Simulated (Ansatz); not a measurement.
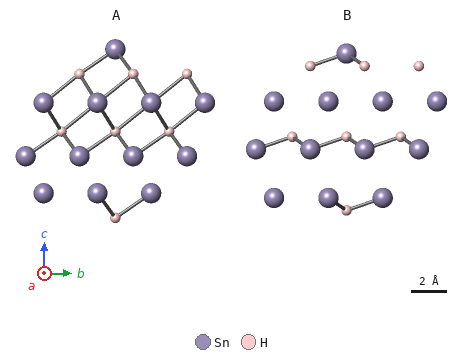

Two geometries of a crystal of Sn₃H₂ (built on the tetradymite_166 type) (coarse preliminary run), drawn at one scale. One is the start of a relaxation, the other its converged end. A ball-and-stick model of the atoms within 5.8 Å of the atom that moves most (axes of the conventional cell (3 times the calculation's cell)), seen along the a axis. Lengths and directions refer to the drawn axes.

Level of theory: DFT PBE, scalar-relativistic, plane waves, PAW in Ansatz. Settings: plane-wave cutoff 420 eV; k-point mesh 6 × 6 × 6; occupations gaussian; smearing width 0.1 eV; no spin polarisation; cell and atoms relaxed; force threshold 0.04 eV/Å; at most 70 steps.

**Which geometry has the lower energy?**

Structure B is the relaxed one. Case: tetradymite type (R-3m, No. 166). The largest moves relative to the cell, 0.37 Å, are those of H atoms. Largest moves by element: H 0.37 Å, Sn 0.33 Å. Cell: a = b 3.560 → 3.597 Å (+1.0 %), c 24.754 → 24.832 Å (+0.3 %). Volume +2.4 %. Among the contacts that change: H–Sn 2.495 → 2.197 Å, H–Sn 2.636 → 2.903 Å. The space group stays R-3m (No. 166). After 6 accepted moves (7 points after the start) the energy has fallen by 106 meV per atom. The largest force component goes from 1.7 to 0.035 eV/Å. Pressure: 1.47 GPa at the start and 0.13 GPa at the end. The SCF was repeated once at an unchanged geometry on a basis and grid sized afresh for the cell, which shifted the energy by 0.2 meV per atom at most.
